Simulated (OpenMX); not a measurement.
# A series of single points on Ti

System: Ti (1 atom in the cell).
Method: Kohn-Sham DFT of a periodic cell, PBE, OpenMX 2013 PBE set, no spin polarisation (OpenMX 3.8.5).

The 7 runs differ only in the geometry, by an even scaling of the cell at fixed fractional positions. The structure derives from an entry of the Crystallography Open Database.

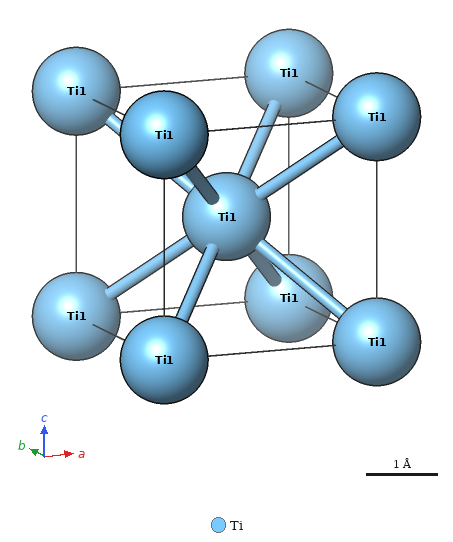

Figure 1. The structure of run 4 (ball-and-stick view of the cell 2 times as large as that of the calculation, set on its symmetry axes, seen slightly off an axis; atoms are numbered from 1 in the order of the input).

## Input of run 4
```
System.CurrrentDirectory             ./
System.Name                          Ti
DATA.PATH                            ./DFT_DATA13
level.of.stdout                      1
level.of.fileout                     0
Species.Number                       1
<Definition.of.Atomic.Species
  Ti  Ti7.0-s3p2d2           Ti_PBE13
Definition.of.Atomic.Species>

Atoms.Number                         1
Atoms.SpeciesAndCoordinates.Unit     FRAC
<Atoms.SpeciesAndCoordinates
    1  Ti    0.0000000000    0.0000000000    0.0000000000   6.000  6.000
Atoms.SpeciesAndCoordinates>

Atoms.UnitVectors.Unit               Ang
<Atoms.UnitVectors
    -1.6410000000    1.6410000000    1.6410000000
     1.6410000000   -1.6410000000    1.6410000000
     1.6410000000    1.6410000000   -1.6410000000
Atoms.UnitVectors>

scf.XcType                           GGA-PBE
scf.SpinPolarization                 off
scf.ElectronicTemperature            580.226
scf.energycutoff                     400.0
scf.maxIter                          100
scf.EigenvalueSolver                 band
scf.Kgrid                            11 11 11
scf.Mixing.Type                      rmm-diisk
scf.Init.Mixing.Weight               0.05
scf.Min.Mixing.Weight                0.001
scf.Max.Mixing.Weight                0.3
scf.Mixing.History                   25
scf.Mixing.StartPulay                8
scf.criterion                        1.0e-8
scf.stress.tensor                    on
MD.Type                              nomd
```

Command:
```bash
openmx Ti.dat -nt 1 > Ti.std
```

Run 6 has the same physical settings and fractional positions; its lattice vectors (Å) are:
```
  -1.662595    1.662595    1.662595
   1.662595   -1.662595    1.662595
   1.662595    1.662595   -1.662595
```

## Results, with one run withheld

```tsv
run	volume per atom (Å³)	free energy per atom, from the lowest run given (meV)
1	16.616	8.42
2	16.969	1.43
3	17.323	0.00
4	17.676	3.87
5	18.030	12.37
6	18.383	?
7	18.737	41.45
```

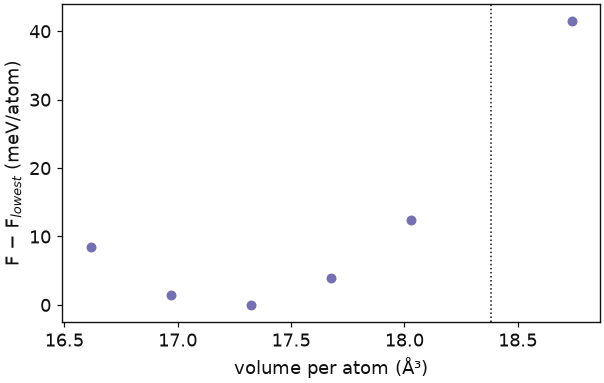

Figure 2. Free energy per atom of the runs given; the dotted line marks run 6.

Fit the runs given and predict run 6.

A cubic polynomial in V^(−2/3) (the Birch–Murnaghan form), fitted to the 6 runs given, misses them by at most 0.05 meV per atom. With x = V^(−2/3) − 0.14816 Å⁻², it reads F = 1.7582 − 2176.9 x + 6.2875e+05 x² + 2.2293e+05 x³ (meV per atom). At run 6 it gives 25.00 meV per atom, and the run itself gives 24.97. The fit has its minimum at 17.232 Å³ per atom, where V d²F/dV² gives 117 GPa: the bulk modulus at this level, since symmetry fixes the shape and the positions.

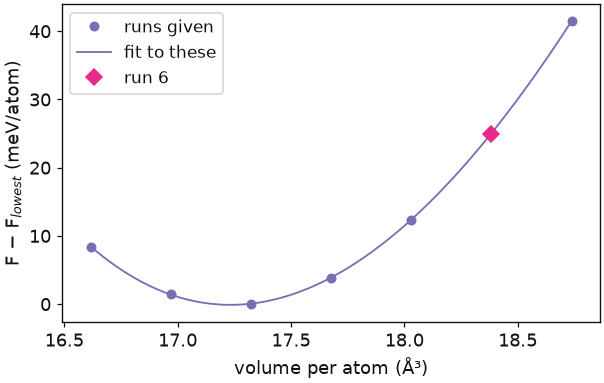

Figure 3. The fit and the withheld run.

## Some lines of the output (run 6)
```
[...]
  Cell_Volume =    124.055373644159 (Bohr^3)
        Total energy (Hartree) at MD = 1
   kloop=0
   kloop=1
   kloop=665
```

Notes: With a small basis of atomic orbitals these values can differ much from converged plane-wave results.
